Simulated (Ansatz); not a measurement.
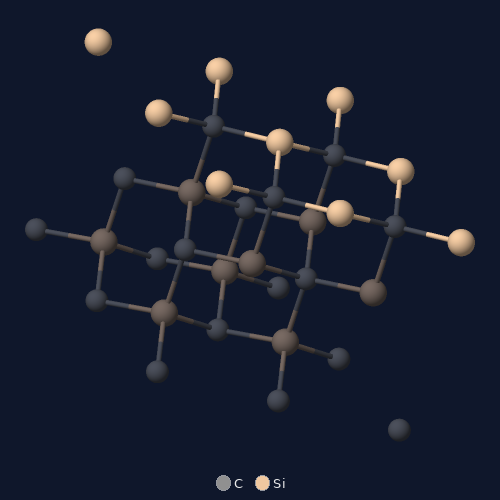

The system is Si on a SiC(111) slab cut from the F-43m phase, its upper half relaxed before the scan (24 atoms of substrate and one adsorbate in a 2 × 2 cell); the picture shows it without the atoms that are moved over the map. Si is moved over the surface cell; relaxed at each place: the height of the adsorbate's atoms; substrate rigid; the origin of the map has the adsorbate above Si21. Places are given modulo a cell vector. The map is drawn in real space over the plane of the surface. The grid has 6 × 6 points; 10 points were computed and 26 follow by symmetry. Places are given in fractions of the 1 × 1 surface cell. All energies are given in eV relative to the lowest grid point. Energies and slopes of some neighbouring points disagree (a jump in structure or state, or too coarse a mesh). The magnetic moment jumps between some neighbouring points. Computed with DFT PBE, scalar-relativistic, plane waves, PAW (Ansatz). Settings: cutoff 420 eV, k-mesh 6×6×1, gaussian smearing 0.05 eV, spin-polarised.

Range: position of Si25 along the first surface vector from 0.000 to 0.833; position of Si25 along the second surface vector from 0.000 to 0.833.

### What landscape does the calculation give?

The lowest grid point is at a threefold hollow over a second-layer C atom, (4/6, 2/6) of the cell vectors. The highest grid point, the top site over a surface Si atom, (0/6, 0/6) of the cell vectors, lies 2.25 eV above the lowest. At the lowest point the adsorbate has 1 C at 2.20 Å as nearest neighbours, at the highest 1 Si at 2.31 Å. Its relaxed height above the top atom is 1.68 Å at the lowest and 2.31 Å at the highest point.

```tsv
second ↓, first →	0/6	1/6	2/6	3/6	4/6	5/6
5/6	1.95	1.72	1.09	1.09	1.72	1.95
4/6	1.37	1.09	0.59	1.09	1.37	1.37
3/6	0.87	1.09	1.09	0.87	0.54	0.54
2/6	1.37	1.72	1.37	0.54	0.00	0.54
1/6	1.95	1.95	1.37	0.54	0.54	1.37
0/6	2.25	1.95	1.37	0.87	1.37	1.95
```

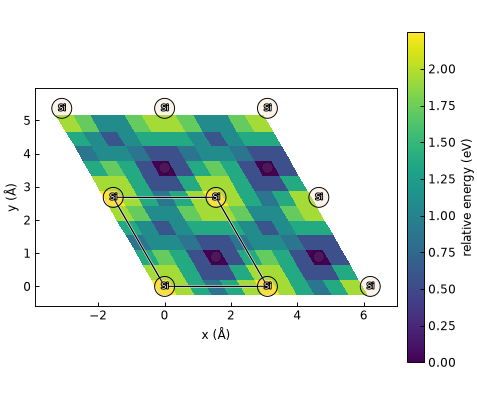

The picture shows one coloured cell a grid point, labelled circles for the atoms of the top layer and small ones for the second layer, the outline of one cell of the 2 × 2 shown.

Time for the 10 points that were run: 55 min on 4 threads of Arm Neoverse N1, with other jobs on the host.

PAW datasets: the set soft_1.
